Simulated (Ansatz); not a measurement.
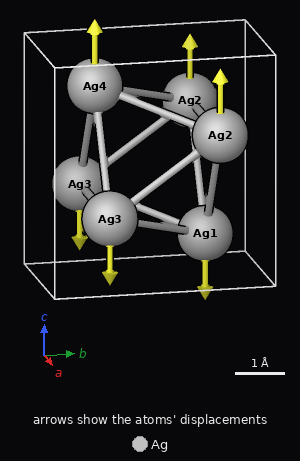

Phonons of crystalline Ag, space group P6₃/mmc (No. 194), at the zone centre of a doubled cell. The levels lie at 71, 72, 78, 91, 116, 137, 156, 170, 177 cm⁻¹. One mode is drawn. The yellow arrows are the displacements of the atoms (eigenvector over the root of the mass), of arbitrary overall length and sign. The picture is a ball-and-stick view of the cell of the calculation, seen slightly off an axis.

Method: DFT PBEsol, scalar-relativistic, plane waves, PAW (Ansatz). (plane-wave cutoff 420 eV; k-point mesh 20 × 14 × 12; occupations gaussian; smearing width 0.15 eV; no spin polarisation)

> To which level does it belong?

The level at 170 cm⁻¹. This is a non-degenerate mode, level 8 of 9, counted from below (the three translations aside). All motion is along c of the drawn cell; atoms of one kind move against one another, with no net shift of their sublattice. It changes sign from one half of the doubled cell to the other: it belongs to the zone boundary, q = (0, 1/2, 0) in the reciprocal vectors of the undoubled cell.
